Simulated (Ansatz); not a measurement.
System: Fe₃Co, space group P4/mmm (No. 123).

Structure:
```
CELL_PARAMETERS angstrom
4.02358 0.00000 0.00000
0.00000 4.02358 0.00000
0.00000 0.00000 2.82771
ATOMIC_POSITIONS crystal
Fe 0.50000 0.50000 0.00000
Fe 0.50000 0.00000 0.50000
Fe 0.00000 0.50000 0.50000
Co 0.00000 0.00000 0.00000
```

Input of one of the runs behind the figure:
```
crystal:
  lattice:
    - [4.023579445, 0.0, 0.0]
    - [0.0, 4.023579445, 0.0]
    - [0.0, 0.0, 2.82770517]
  atoms:
    - { symbol: Fe, position: [0.5, 0.5, 0.0], spin: 4.0 }
    - { symbol: Fe, position: [0.5, 0.0, 0.5], spin: 4.0 }
    - { symbol: Fe, position: [0.0, 0.5, 0.5], spin: 4.0 }
    - { symbol: Co, position: [0.0, 0.0, 0.0], spin: 3.0 }
basis:
  ecutwfc: 500
kpoints:
  mp_grid: { grid: [10, 10, 14] }
hamiltonian:
  xc: r2scan
scf:
  occupations: { method: gaussian, width: 0.1 }
  lower_state_search: "off"
output:
  forces: true
  stress: true
  eigenvalues: true
  populations: true
magnetization:
  spin_polarized: true
```

Launched with:
```bash
ansatz run input.yaml --threads 1 --pin off --max-ram 2560MiB --backend cpu --events-out ev --progress --plain --runs-dir out
```

How it was computed, with Ansatz 0.2.0: several magnetic starts of one crystal ranked at fixed atoms, signs over the magnetic atoms (u up, d down); plane-wave DFT of a periodic cell. Level: r2SCAN.

- cell charge: 0 e
- exact exchange fraction: 0
- dispersion correction: none
- potentials: PAW default
- wave cutoff: 500 eV
- k mesh: 10x10x14
- occupation rule: Gaussian
- occupation width: 0.1 eV

Describe the result: the energy above the lowest of each magnetic start. The cases: non-magnetic; ferromagnetic.

Among these starts the lowest is ferromagnetic; non-magnetic is 1246 meV/atom higher.

| magnetic start | energy above the lowest (meV/atom) | largest site moment (μB) | final order |
| --- | --- | --- | --- |
| non-magnetic | 1246 | 0.000 | non-magnetic |
| ferromagnetic | 0 | 2.873 | ferromagnetic |

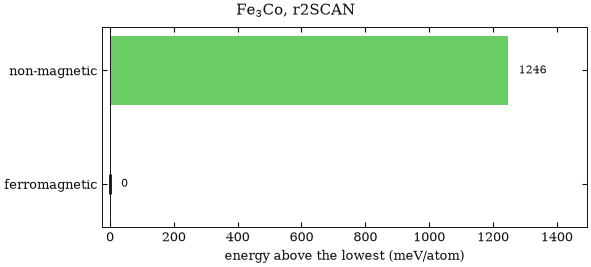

Limits of the calculation: not tested for a lower state; the state may not be the lowest.
